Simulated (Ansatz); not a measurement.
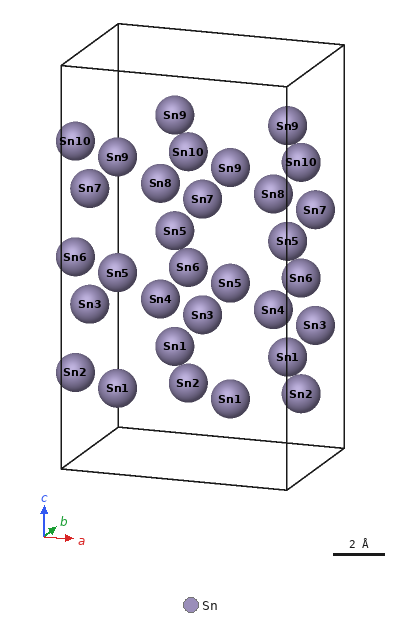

*The structure as given in the input (spheres-only view of the 2 × 1 repeat of the cell, with the vacuum cut short, seen slightly off an axis; atoms are numbered from 1 in the order of the input). An atom can appear more than once, as a periodic image.*

## Run report: Sn, single-point calculation

The run: single-point calculation of Sn (slab, 10 atoms in the cell). Method and program: DFT PBE, scalar-relativistic, plane waves, PAW, no spin polarisation (Ansatz 0.2.0).

The structure derives from an entry of the Crystallography Open Database. It belongs to a series of runs on one base structure; here: (1 1 0) slab cut from the bulk. Figures and captions count atoms from 1; the log counts them from 0 in places.

## The input
```yaml
crystal:
  lattice:
    - [4.7067116633, 0.0, 0.0]
    - [0.0, 6.6562954684, 0.0]
    - [0.0, 0.0, 24.4134233266]
  atoms:
    - { symbol: Sn, position: [0.5, 0.0, 0.3072080429] }
    - { symbol: Sn, position: [0.0, 0.25, 0.3072080429] }
    - { symbol: Sn, position: [0.0, 0.5, 0.4036040214] }
    - { symbol: Sn, position: [0.5, 0.75, 0.4036040214] }
    - { symbol: Sn, position: [0.5, 0.0, 0.5] }
    - { symbol: Sn, position: [0.0, 0.25, 0.5] }
    - { symbol: Sn, position: [0.0, 0.5, 0.5963959786] }
    - { symbol: Sn, position: [0.5, 0.75, 0.5963959786] }
    - { symbol: Sn, position: [0.5, 0.0, 0.6927919571] }
    - { symbol: Sn, position: [0.0, 0.25, 0.6927919571] }
basis:
  ecutwfc: 420
kpoints:
  mp_grid: { grid: [8, 5, 1] }
hamiltonian:
  xc: pbe
scf:
  occupations: { method: gaussian, width: 0.1 }
output:
  forces: true
  stress: true
  eigenvalues: true
  write_density: true
  write_potential: true
  elf: true
  volumetric_format: npy
efield:
  axis: 3
  dipole_correction: true
  ramp_width: 0.04
```

Command:
```bash
ansatz run input.yaml --threads 1 --pin off --max-ram 2560MiB --backend cpu --events-out ev --progress --plain --runs-dir out
```

## Log
```
Engine: ansatz 0.2.0, x86_64-unknown-linux-gnu
Pseudopotentials: kind: paw
Pseudopotential: Sn, paw, valence charge 14, recommended cutoff 420 eV (normal), Sn.paw.azcp
Functional definition: PBE
  parameter kappa = 0.804
  parameter beta = 0.06672455060314922
  exchange = pbe_x(kappa = kappa, mu = beta*pi^2/3)
  correlation = pbe_c(beta = beta)
Crystal: 10 atoms, lattice volume = 764.855 Å³
Basis set: ecut = 420 eV, 14925 PW (Γ), exchange–correlation on 64×90×360 points (8 copies of the dense FFT grid, shifted against one another)
Bands: 84, of which v1, the nominal top of the filled ones, is band 70 counted from 1 (69 counted from 0)
Symmetry: 4 space group operations
k-points: 15 of 40
Non-local potential: Sn, projectors of the file, l = 0: 2, l = 1: 2, l = 2: 2, l = 3: 2
PAW form: soft (Blöchl's): semilocal exchange-correlation on the pseudo side does not see the compensation charge
PAW one-centre angular grid: Sn, 590 points (default); XC on 64 Gauss nodes
Initial density: superposition of atomic densities (neutral atoms: chi_scale 0, normalization atom), corrected by the library's trained network
Initial wavefunctions: pseudopotential atomic-orbital guess
Functional: x = pbe(κ = 0.804, μ = 0.2195149727645171), c = pbe(β = 0.06672455060314922)
SCF iter   1: F=—  HF=-60239.221194 eV  |F-HF|=—  |Δ(HF+E_count)|=         —  Δρ=1.38e-3  dr2=3.49e-2  ethr=1.77e-3  p=0.000 e·Å  D=4.13e-14 V/Å  ΔV_dip=-0.00 eV  dr2_dipole=6.18e-7  V_vac-E_F(+/−)=4.37/4.37 eV  ⟨swp⟩=7.3  Hψ=5567  notcnv=0  defer=7
efield: sawtooth ramp at fractional position 0.9800 (placed from the atoms, in the widest stretch of the axis that holds none; the zero of the levels goes with the place), width 0.0400; the density the first Hamiltonian is built on has a dipole p = 0.000 e·Å; the dipole correction subtracts the counter field D = 4.13e-14 V/Å, which shifts the + side's vacuum level by -0.00 eV against the − side's; the planar-averaged density in the ramp window peaks in size at 1.5e-5 e/Å³
preconditioner: auto → LDOS  [metal: Δε(μ)=0.049 eV  Ē_g=18.804 eV  σ=0.100 eV  W_gap=0.27  n_scr=120 (ndim 8)  ℏωp=15.9 eV  f_vac=0.493  D(μ)=9.21/eV (n_scr^D=38)  β→1.0]
SCF iter   2: F=—  HF=-60239.223467 eV  |F-HF|=—  |Δ(HF+E_count)|=   2.27e-3  Δρ=5.76e-4  dr2=4.08e-3  ethr=2.49e-5  p=-0.000 e·Å  D=-7.03e-6 V/Å  ΔV_dip=0.00 eV  dr2_dipole=8.44e-7  V_vac-E_F(+/−)=4.31/4.31 eV  ⟨swp⟩=2.6  Hψ=2637  notcnv=0  defer=27
SCF iter   3: F=—  HF=-60239.223958 eV  |F-HF|=—  |Δ(HF+E_count)|=   4.91e-4  Δρ=4.19e-4  dr2=2.28e-3  ethr=2.91e-6  p=-0.000 e·Å  D=-1.76e-6 V/Å  ΔV_dip=0.00 eV  dr2_dipole=2.81e-9  V_vac-E_F(+/−)=4.30/4.30 eV  ⟨swp⟩=2.1  Hψ=2235  notcnv=0  defer=27
SCF iter   4: F=—  HF=-60239.223305 eV  |F-HF|=—  |Δ(HF+E_count)|=   6.52e-4  Δρ=6.49e-5  dr2=7.51e-5  ethr=1.63e-6  p=-0.000 e·Å  D=-9.75e-7 V/Å  ΔV_dip=0.00 eV  dr2_dipole=9.68e-10  V_vac-E_F(+/−)=4.30/4.30 eV  ⟨swp⟩=2.0  Hψ=2084  notcnv=0  defer=27
SCF iter   5: F=—  HF=-60239.223450 eV  |F-HF|=—  |Δ(HF+E_count)|=   1.45e-4  Δρ=2.34e-5  dr2=1.60e-5  ethr=5.37e-8  p=-0.000 e·Å  D=-5.78e-7 V/Å  ΔV_dip=0.00 eV  dr2_dipole=1.46e-9  V_vac-E_F(+/−)=4.29/4.29 eV  ⟨swp⟩=3.0  Hψ=2271  notcnv=0  defer=27
SCF iter   6: F=—  HF=-60239.223452 eV  |F-HF|=—  |Δ(HF+E_count)|=   2.49e-6  Δρ=1.57e-5  dr2=4.31e-6  ethr=1.14e-8  p=-0.000 e·Å  D=-1.81e-7 V/Å  ΔV_dip=0.00 eV  dr2_dipole=3.21e-12  V_vac-E_F(+/−)=4.29/4.29 eV  ⟨swp⟩=2.0  Hψ=2166  notcnv=0  defer=27
SCF iter   7: F=—  HF=-60239.223452 eV  |F-HF|=—  |Δ(HF+E_count)|=   5.68e-7  Δρ=2.92e-6  dr2=2.88e-7  ethr=3.08e-9  p=-0.000 e·Å  D=-8.89e-8 V/Å  ΔV_dip=0.00 eV  dr2_dipole=2.54e-11  V_vac-E_F(+/−)=4.29/4.29 eV  ⟨swp⟩=2.0  Hψ=2170  notcnv=0  defer=27
SCF iter   8: F=-60239.223452 eV  HF=-60239.223452 eV  |F-HF|=6.42e-9  |Δ(HF+E_count)|=   7.18e-8  Δρ=6.38e-7  dr2=5.28e-9  ethr=7.14e-11  p=-0.000 e·Å  D=-1.22e-8 V/Å  ΔV_dip=0.00 eV  dr2_dipole=4.16e-13  V_vac-E_F(+/−)=4.29/4.29 eV  ⟨swp⟩=19.3  Hψ=9957  notcnv=0
SCF 1 converged in 8 iterations: F = -60239.223452 eV  dr2 = 5.28e-9
  greatest PAW one-centre occupation: 0.991 electrons in one spin orbital (limit 2), on the Sn atom at site 8 (counted from 0), in its partial waves of l = 2
WARN: The output density's exchange-correlation potential varies sharply where the density is thin. Do not read a vacuum level from v_tot or v_xc, or from such a field of the output density. On a cell that repeats whose density bears no net charge and no dipole along the vacuum's axis use v_es (v_loc + v_h of the components); under efield.dipole_correction with no amplitude use v_es + v_field, which holds any external_charges[].barrier, or the levels of the report's work_function block, which leave it out; under a non-zero efield.amplitude the vacuum is tilted and has no level; on a cell that repeats and bears such a dipole with no correction it is tilted too, and efield.dipole_correction with no amplitude gives each side of its ramp a level where efield: is served; in a cell that repeats whose density bears a net charge (total_charge, or a fill off its count) it is curved and has none; of a slab under crystal.periodic whose density bears no net charge use v_es, which has a level on each side, short of where the two are joined; of another it falls or rises all the way out and has none; of a slab beside external_charges read slab_vacuum_level instead, which it has where they leave it neutral. The grid or the basis barely resolves most such structure, and the values can differ between equally converged runs; as a rule a tighter scf.convergence.dr2_threshold does not remove it. Where the density itself ripples (under the LDA too) a higher basis.ecutwfc lessens it. The files hold the spikes' plane waves up to the density's cutoff. Files: v_tot_of_output_density and the like, and their columns of v_z.tsv (output.write_potential); v_xc_of_output_density and the like, and their columns of v_comp_z.tsv (output.write_potential_components). Measured: with its Gaussian average of σ = 0.25 Å subtracted twice, the exchange-correlation potential is over 0.1 eV at 521 of the grid points where the equally averaged density (valence and model cores) is under 1e-3 e/Å³, and 0.598 eV at the most among them, at an averaged density of 3.9e-8 e/Å³. The input density's (outcome.potential() and, of a run that writes arrays, v_tot and v_xc) is over 0.1 eV, so measured, at 112 points of its own thin density, 0.151 eV at the most. See output.write_potential in the manual, Limitations
SCF converged after 8 iterations
Free energy (F): -60239.223452 eV
Harris-Foulkes:  -60239.223452 eV  (|F-HF|=6.42e-9)
Internal energy: -60239.175933 eV  (E = F + TS)
E sigma→0 (E₀):  -60239.199692 eV
Entropy (-TS):   -0.047519 eV (-4.752 meV/atom)
Fermi energy:    1.034091 eV
Dipole field:    D = -0.000000 V/Å  (p = -0.000002 e·Å, saw-weighted, corrected)
Work function:   Φ+ = 4.2906 eV   Φ− = 4.2906 eV
Levels:          The Fermi level and band energies are counted from a zero that moves with the ramp; work functions are not
--- Per-component energies (eV) ---
  E_band       = -2149.287511
  E_kinetic    = 1860.208582
  E_local      = -75600.975681  (includes V_loc(G=0)·N_el)
  E_nonlocal   = -322.851268
  E_hartree    = 38211.067885
  E_xc         = -3817.019165
  E_vxc        = -948.941999  (∫ρ·V_xc dr)
  E_paw        = -41366.545388  (= ΣΔE_a)
  E_vpaw       = -3558.857125  (= ΣTr[D̂ρ^β])
  E_aug_tail   = -0.000004  (compensation charges beyond the density's cutoff)
  E_efield     = 0.000000  (sawtooth field / dipole correction)
  E_vefield    = 0.000000  (∫n·V_field dr)
  E_ewald      = 20796.939107
  E_smearing   = -0.047519  (= −TS)
  E_closure    = 0.000000  (closes the sum)
  Σ components = -60239.223452   (vs F -60239.223452, Δ=0.00e0)
--- Forces (eV/Å), atoms counted from 1 ---
  atom   1  Sn     0.00000000     0.12393845    -0.01002490
  atom   2  Sn     0.00000000    -0.12393845    -0.01002490
  atom   3  Sn     0.00000000    -0.04819855    -0.03059984
  atom   4  Sn     0.00000000     0.04819855    -0.03059984
  atom   5  Sn     0.00000000     0.13289007     0.00000013
  atom   6  Sn     0.00000000    -0.13289007     0.00000013
  atom   7  Sn     0.00000000    -0.04819869     0.03059981
  atom   8  Sn     0.00000000     0.04819869     0.03059981
  atom   9  Sn     0.00000000     0.12393829     0.01002480
  atom  10  Sn     0.00000000    -0.12393829     0.01002480
  max |Σ_I F_I| component: 2.03e-8 eV/Å
--- Stress (GPa, compression-positive) ---
        0.009180      -0.000000       0.000000
       -0.000000      -0.053958       0.000000
        0.000000       0.000000       0.099791
  P = ⅓ Tr σ = 0.0183 GPa (0.183 kbar)
--- Band table (eV; the first three rows and the last of 15) ---
  k-point 0: bands = ["-20.5294", "-20.5168", "-20.5103", "-20.4714", "-20.4663", "-20.4505", "-20.4457", "-20.4373", "-20.4134", "-20.4049", "-20.4045", "-20.3517", "-20.3505", "-20.3469", "-20.3395", "-20.3262", "-20.3262", "-20.2958", "-20.2935", "-20.2923", "-20.2712", "-20.2677", "-20.2380", "-20.2297", "-20.2195", "-20.2046", "-20.2016", "-20.1998", "-20.1961", "-20.1732", "-20.1730", "-20.1701", "-20.1542", "-20.1481", "-20.1439", "-20.1217", "-20.1185", "-20.1171", "-20.0978", "-20.0946", "-20.0898", "-20.0854", "-20.0412", "-20.0409", "-20.0353", "-20.0348", "-20.0139", "-20.0119", "-19.9438", "-19.9437", "-8.8083", "-8.2256", "-7.4492", "-6.6898", "-6.2661", "-5.9043", "-5.1332", "-3.9735", "-2.4459", "-1.6413", "-1.6070", "-0.9258", "-0.8646", "-0.8171", "-0.4291", "-0.2437", "0.1930", "0.7766", "0.9851", "1.1065", "1.3942", "1.7784", "2.1583", "2.2746", "2.4430", "2.8546", "2.8686", "3.0911", "3.5148", "3.8037", "4.2100", "4.4959", "4.5696", "4.6100"]
  k-point 1: bands = ["-20.5246", "-20.5140", "-20.5081", "-20.4738", "-20.4676", "-20.4512", "-20.4508", "-20.4331", "-20.4221", "-20.4034", "-20.3935", "-20.3653", "-20.3550", "-20.3522", "-20.3427", "-20.3294", "-20.3126", "-20.3052", "-20.3020", "-20.2889", "-20.2658", "-20.2570", "-20.2335", "-20.2289", "-20.2101", "-20.2092", "-20.2063", "-20.2004", "-20.1961", "-20.1749", "-20.1710", "-20.1672", "-20.1662", "-20.1417", "-20.1373", "-20.1224", "-20.1170", "-20.1126", "-20.0938", "-20.0936", "-20.0894", "-20.0892", "-20.0442", "-20.0439", "-20.0335", "-20.0333", "-20.0162", "-20.0148", "-19.9447", "-19.9447", "-8.6926", "-8.1287", "-7.4291", "-7.0152", "-6.9329", "-5.0477", "-4.9071", "-4.1494", "-2.8701", "-1.6047", "-1.3597", "-1.2057", "-0.8036", "-0.4870", "-0.3380", "0.2067", "0.2267", "0.6351", "0.7560", "1.1346", "1.2941", "1.4022", "2.0764", "2.3294", "2.3450", "2.6173", "2.6762", "3.2768", "3.9629", "4.1549", "4.2948", "4.3100", "4.4418", "4.9248"]
  k-point 2: bands = ["-20.5120", "-20.5087", "-20.5042", "-20.4900", "-20.4601", "-20.4569", "-20.4529", "-20.4351", "-20.4255", "-20.4027", "-20.3775", "-20.3689", "-20.3659", "-20.3611", "-20.3542", "-20.3321", "-20.3202", "-20.3107", "-20.3106", "-20.2715", "-20.2416", "-20.2372", "-20.2344", "-20.2303", "-20.2245", "-20.2235", "-20.2187", "-20.1896", "-20.1808", "-20.1723", "-20.1719", "-20.1694", "-20.1625", "-20.1454", "-20.1359", "-20.1304", "-20.1060", "-20.1039", "-20.0962", "-20.0924", "-20.0869", "-20.0839", "-20.0511", "-20.0510", "-20.0291", "-20.0287", "-20.0218", "-20.0217", "-19.9463", "-19.9463", "-8.3495", "-7.8568", "-7.7958", "-7.3887", "-7.3509", "-4.5323", "-4.4727", "-3.8378", "-3.5021", "-2.6700", "-0.6914", "-0.5141", "-0.4486", "-0.0909", "-0.0624", "0.0810", "0.2767", "0.3097", "0.5698", "0.6422", "0.8756", "1.1648", "1.9746", "2.2220", "2.4924", "2.6239", "2.7954", "3.2495", "3.9992", "4.1052", "4.5937", "4.5977", "4.9077", "4.9359"]
  k-point 14: bands = ["-20.5233", "-20.5233", "-20.5205", "-20.5205", "-20.4574", "-20.4574", "-20.4465", "-20.4465", "-20.3824", "-20.3824", "-20.3600", "-20.3600", "-20.3438", "-20.3438", "-20.3093", "-20.3093", "-20.2909", "-20.2909", "-20.2811", "-20.2811", "-20.2545", "-20.2545", "-20.2525", "-20.2525", "-20.2509", "-20.2509", "-20.2189", "-20.2189", "-20.1958", "-20.1958", "-20.1507", "-20.1507", "-20.1416", "-20.1416", "-20.1320", "-20.1320", "-20.1313", "-20.1313", "-20.1059", "-20.1059", "-20.0983", "-20.0983", "-20.0470", "-20.0470", "-20.0465", "-20.0465", "-19.9632", "-19.9632", "-19.9628", "-19.9628", "-7.3339", "-7.3339", "-6.7114", "-6.7114", "-5.8899", "-5.8899", "-5.1540", "-5.1540", "-4.8878", "-4.8878", "-1.4094", "-1.4094", "-1.4061", "-1.4061", "-0.5717", "-0.5717", "-0.4660", "-0.4660", "0.4551", "0.4551", "1.1559", "1.1559", "2.6115", "2.6115", "3.3566", "3.3566", "4.0120", "4.0120", "4.3751", "4.3751", "4.8491", "4.8491", "5.4309", "5.4309"]
```

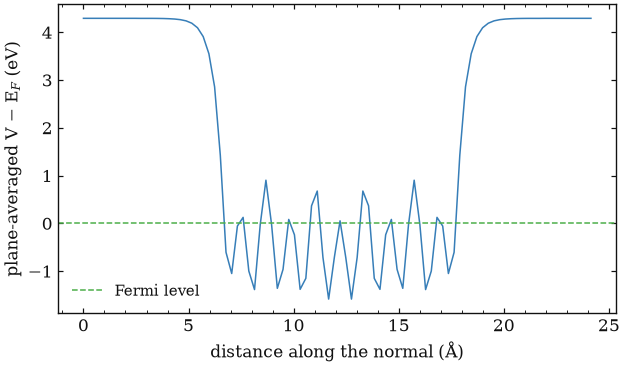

*Plane average of the electrostatic potential energy of an electron across the cell, from the Fermi level.*

The vacuum level lies 4.29 eV above the Fermi level.

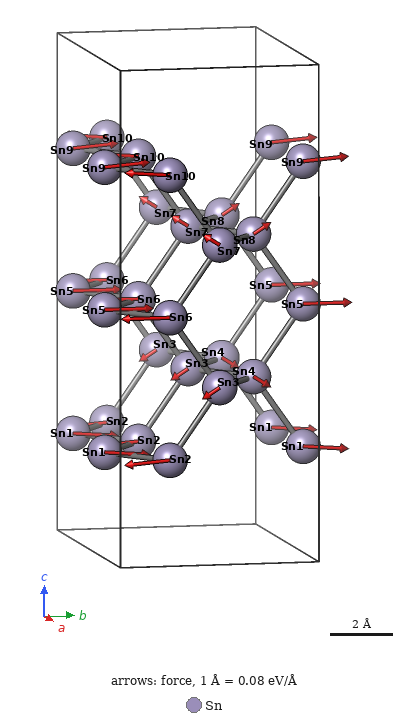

*Forces on the atoms as red arrows (ball-and-stick view of the 2 × 1 repeat of the cell, with the vacuum cut short, seen slightly off an axis; atoms are numbered from 1 in the order of the input).*

The largest act on Sn5, Sn6 (0.13 eV/Å); Sn1, Sn2, Sn9, Sn10 (0.12 eV/Å); Sn3, Sn4, Sn7, Sn8 (0.06 eV/Å). The geometry is not a stationary point of this energy.

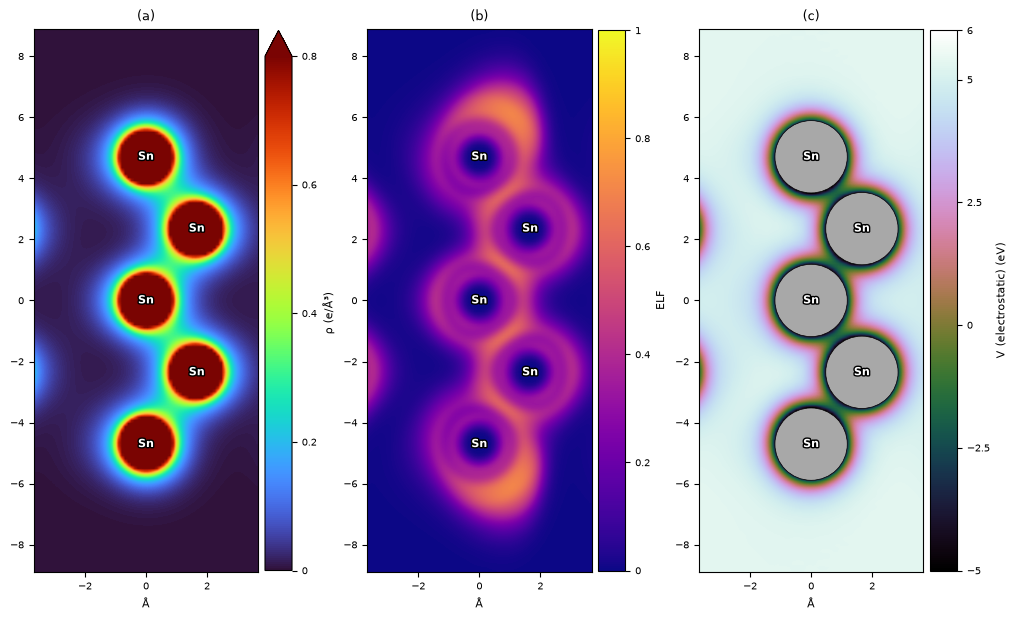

*(a) valence pseudo-density; (b) ELF; (c) electrostatic potential energy of an electron on the (100) plane of the calculation cell, a cut from vacuum to vacuum. Grey discs, where drawn, cover atomic cores.*

Atoms in the plane: Sn. The density dies away to nearly zero in the vacuum. In a PAW calculation such maps are meaningful between the atoms, not at the nuclei.

## Results in brief

```tsv
quantity	value
outcome	converged
electrons treated	140
free energy	−60239.2235 eV
work function, top face	4.29 eV
work function, bottom face	4.29 eV
Fermi energy	1.034 eV
gap on the k-point mesh	none (metallic)
work function (upper face)	4.29 eV
largest force (length of the vector)	0.133 eV/Å
hardware	1 thread of Intel Xeon @ 2.50GHz (Skylake/Cascade Lake), 189 GiB of memory available, shared host
wall time	2.8 min
peak memory	1.1 GiB
```

## Remarks

The program warns: the exchange-correlation potential is rough where the density is thin.
